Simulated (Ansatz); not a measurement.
Hf$_{4}$O$_{3}$

Input file:

```
crystal:
  lattice:
    - [4.970183789, 0.0, 0.0]
    - [0.0, 4.970183789, 0.0]
    - [0.0, 0.0, 4.7811645792]
  atoms:
    - { symbol: Hf, position: [0.7545942317, 0.7545942317, 0.7428486487] }
    - { symbol: Hf, position: [0.2454057683, 0.2454057683, 0.7428486487] }
    - { symbol: Hf, position: [0.7545942317, 0.2454057683, 0.2571513513] }
    - { symbol: Hf, position: [0.2454057683, 0.7545942317, 0.2571513513] }
    - { symbol: O, position: [0.5, 0.0, 0.5] }
    - { symbol: O, position: [0.0, 0.5, 0.5] }
    - { symbol: O, position: [0.5, 0.5, 0.5] }
basis:
  ecutwfc: 420
kpoints:
  mp_grid: { grid: [6, 6, 6] }
  band_path:
    path:
      - [[0.0, 0.0, 0.0], [0.0, 0.5, 0.0], [0.5, 0.5, 0.0], [0.0, 0.0, 0.0], [0.0, 0.0, 0.5], [0.0, 0.5, 0.5], [0.5, 0.5, 0.5], [0.0, 0.0, 0.5]]
      - [[0.0, 0.5, 0.0], [0.0, 0.5, 0.5]]
      - [[0.5, 0.5, 0.0], [0.5, 0.5, 0.5]]
    npoints: 14
hamiltonian:
  xc: pbe
scf:
  occupations: { method: gaussian, width: 0.1 }
  n_extra_bands: 17
output:
  forces: true
  stress: true
  eigenvalues: true
  populations: true
  dos: { projected: true, de: 0.02, nscf_kmesh: { grid: [8, 8, 8] } }
  bader: true
  write_density: true
  write_potential: true
  elf: true
  volumetric_format: npy
```

Command:

```sh
ansatz run input.yaml --threads 1 --pin off --max-ram 2560MiB --backend cpu --events-out ev --progress --plain --runs-dir out
```

Below, planes, directions and counts refer to the conventional cell (a = 4.97 Å, b = 4.97 Å, c = 4.78 Å, α = 90.00°, β = 90.00°, γ = 90.00°).

Space group P-42m; a generated structure, not necessarily the stable one.

The calculation used DFT PBE, scalar-relativistic, plane waves, PAW in Ansatz.

The density is the valence pseudo-density of a PAW calculation; it isn't the true density close to the nuclei.

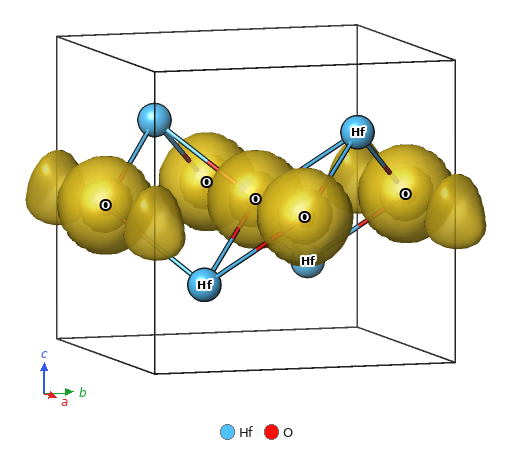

Figure 1. Isosurface of the electron localisation function at 0.75 (yellow), seen slightly off an axis. Only the valence region is drawn (cores and ρ < 0.01 e/Å³ removed). Sticks mark near contacts.

> Where are the electrons localised?

At this value the surface marks out three regions wrapped around O (the valence shell of each) and one pocket between the atoms, centred on no nucleus (multi-centre or interstitial), counted in one cell of 7 atoms. Regions shared between cells count once. Profiles from the grid: Hf–O (2.11 Å): the ELF peaks at about 0.85 in the valence shell of O, 0.6 Å from its nucleus, and drops to about 0.20 between the two atoms; no shared electron pair shows on this line.

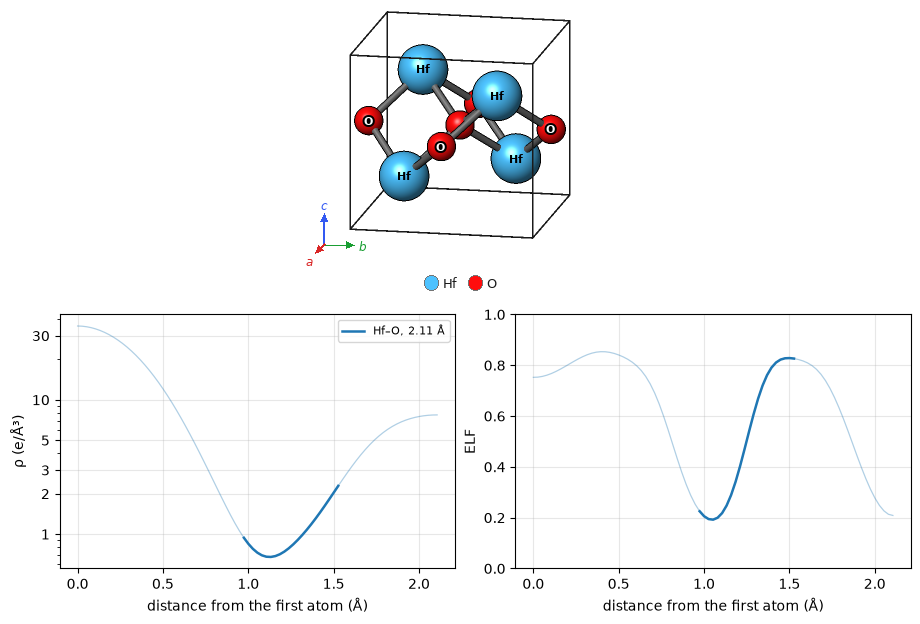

Figure 2. Valence electron density and ELF along straight lines between neighbouring atoms. Thin, pale parts lie inside the atomic spheres. The structure is drawn too.

> What can be read from the curves?

Hf–O (2.11 Å): the density is about 0.73 e/Å³ at the midpoint; the ELF peaks at about 0.85 in the valence shell of O, 0.6 Å from its nucleus, and drops to about 0.20 between the two atoms (no shared electron pair shows on this line).

> Does the calculation make it a metal, or give it a gap?

It is metallic or semimetallic at this level of theory: no gap opens.

> Which way does charge flow, and how much by Bader's partition?

Electrons move from Hf towards O. Bader charges: Hf +1.04 and O −1.38 e.
